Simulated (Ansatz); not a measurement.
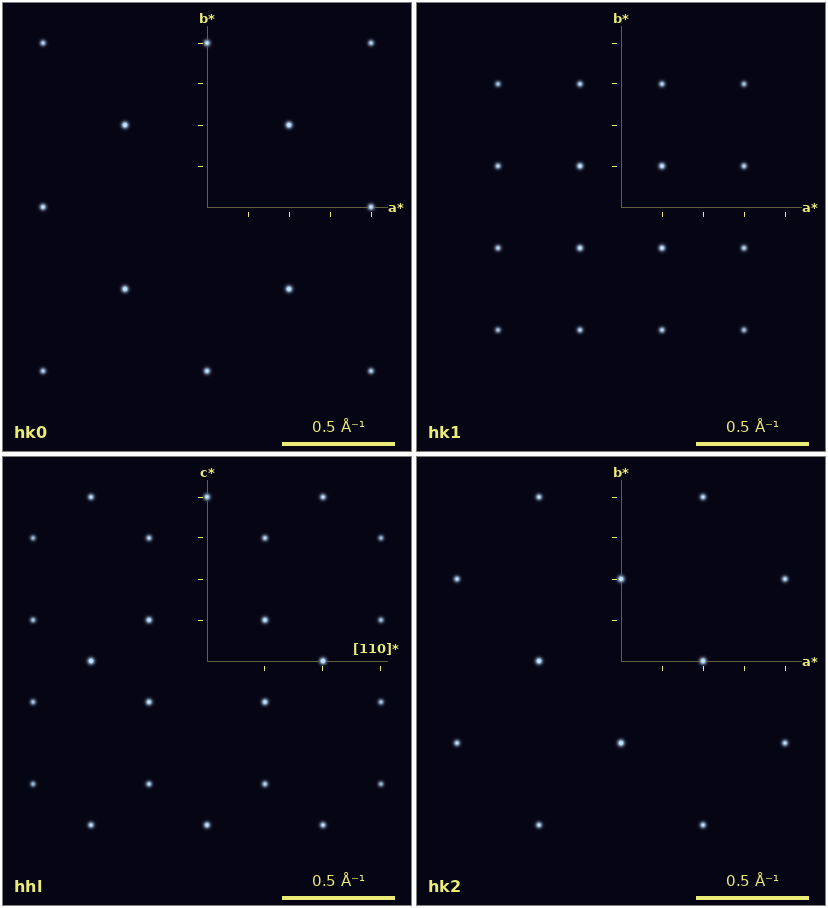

Four undistorted layers of reciprocal space, calculated for a single crystal (X-rays, kinematic |F|², B = 0.5 Å²). Tick marks count the reciprocal lattice steps of the conventional cell along each axis.

The compound is Rh. Structure: the geometry relaxed with DFT r2SCAN, scalar-relativistic, plane waves, PAW (Ansatz 0.2.0); the starting structure was generated, so it need not be a known form of this composition.

Q: What cell do the layers give?

A: a* = 0.183, b* = 0.183, c* = 0.183 Å⁻¹; the cell is cubic with a = 5.46 Å.

Q: Which reflection conditions do the layers show?

A: Reflections are present only under these conditions. hkl: h + k = 2n, h + l = 2n; hk0: h = 2n, h + k = 4n; hhl: h + l = 2n; h00: h = 4n. The lattice is face-centred (F). Further gaps, such as 2 2 2, 4 4 2, come from atoms on special positions, not from the group's general conditions.

Q: Which space groups fit?

A: The intensities have Laue symmetry m-3m (the hk0 layer shows 4mm, hk1 shows 4mm). With these conditions only Fd-3m (No. 227) fits.
